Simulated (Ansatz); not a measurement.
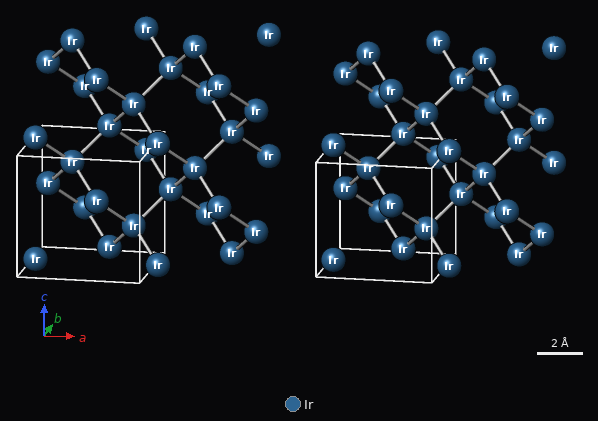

Two geometries of crystalline Ir (a generated structure, set up in Fd-3m), drawn at one scale. One is the start of a relaxation, the other its converged end. Style: ball-and-stick. Shown: the conventional cell (4 times the calculation's cell), repeated 2 × 1 × 2 with one cell outlined, slightly off an axis. Lengths and directions refer to the drawn axes.

Computed with DFT, BLYP, plane waves (420 eV) with PAW, scalar-relativistic (Ansatz 0.2.0). (plane-wave cutoff 420 eV; k-point mesh 10 × 10 × 10; occupations fermi dirac; smearing width 0.1 eV; no spin polarisation; cell and atoms relaxed; force threshold 0.01 eV/Å; at most 60 steps)

Q: Which geometry has the lower energy?

A: The left one is the relaxed one. Phase: diamond. The atoms keep their places relative to the cell (all moves are under 0.005 Å). Cell: a = b = c 5.346 → 5.658 Å (+5.8 %). Volume +18.5 %. Among the contacts that change: Ir–Ir 2.315 → 2.450 Å. The space group stays Fd-3m (No. 227). The energy falls by 0.770 eV per cell of the calculation in 4 accepted moves (6 points after the start). All forces vanish by symmetry, so only the cell relaxes. Pressure: 41.23 GPa at the start and 0.01 GPa at the end. At 2 points the geometry stayed and the basis and grid were re-selected for the new cell (energy shift of 3.4 meV per cell of the calculation at most each time).
